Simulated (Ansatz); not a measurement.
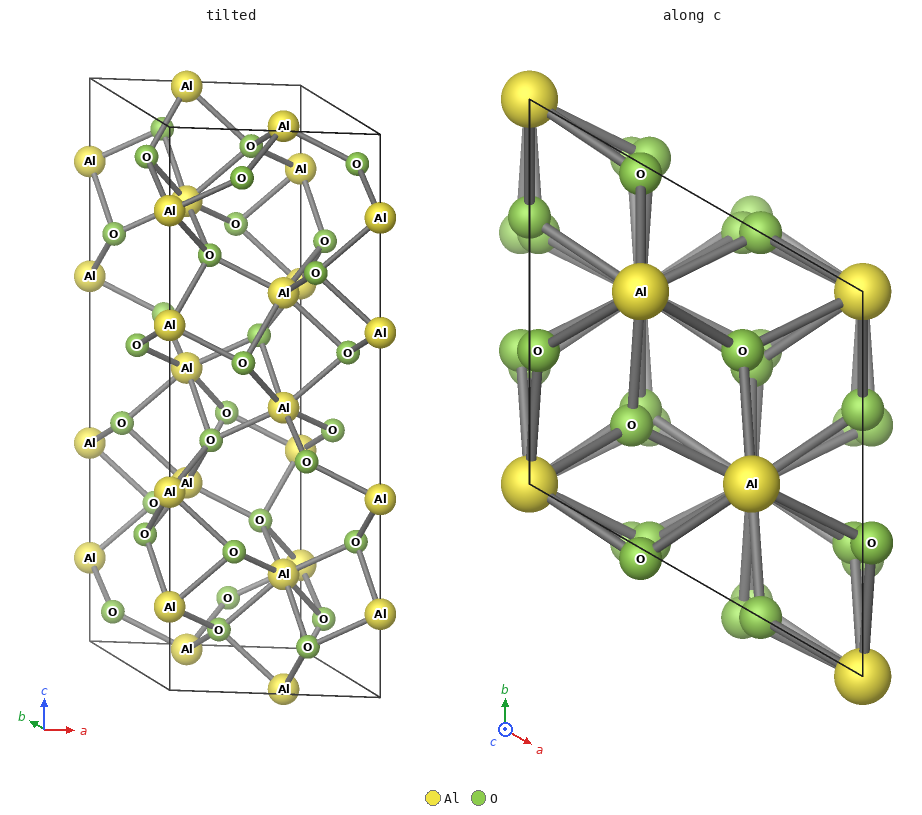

This ball-and-stick model is shown slightly off an axis and along the c axis. The edges of the conventional unit cell are marked.

Al2O3, corundum, space group R-3c (No. 167), a = 4.759 Å, b = 4.759 Å, c = 12.995 Å, α = 90.00°, β = 90.00°, γ = 120.00°. The model was built from a structure listed in the Materials Project. Earlier steps of the study, as a rule a relaxation of our own, may have changed the cell and positions, so they can lie some per cent off the listed ones. Ansatz was used for an electronic-structure calculation on it.

This one geometry was computed with Ansatz (DFT, plane waves, PAW) at four levels of theory: r2SCAN, PBE, HSE06 and PBE0. It was relaxed beforehand with r2SCAN.

Q: Which level gives the highest pressure at this volume, and what does that say about its equilibrium volume?

A: Highest: PBE (7.6 GPa), which points to the largest equilibrium volume. Lowest, with the smallest volume: HSE06 (-1.0 GPa) and PBE0 (-1.0 GPa). Levels within 0.5 GPa of each other can't be told apart.

Q: How does the band gap change with the level of theory?

A: PBE: a gap of 6.24 eV, direct; r2SCAN: a gap of 7.14 eV, direct; HSE06: a gap of 8.11 eV, direct; PBE0: a gap of 8.86 eV, direct.

Q: Collect the results in a table.

A:
| level | cutoff (eV) | k-mesh of the run's cell | gap (eV) | pressure (GPa) |
| --- | --- | --- | --- | --- |
| r2SCAN | 500 | 6×6×6 | 7.14 | 0.0 |
| PBE | 420 | 6×6×6 | 6.24 | 7.6 |
| HSE06 | 420 | 4×4×4 | 8.11 | -1.0 |
| PBE0 | 420 | 4×4×4 | 8.86 | -1.0 |

Gaps are taken on the k-mesh or band path of each run.
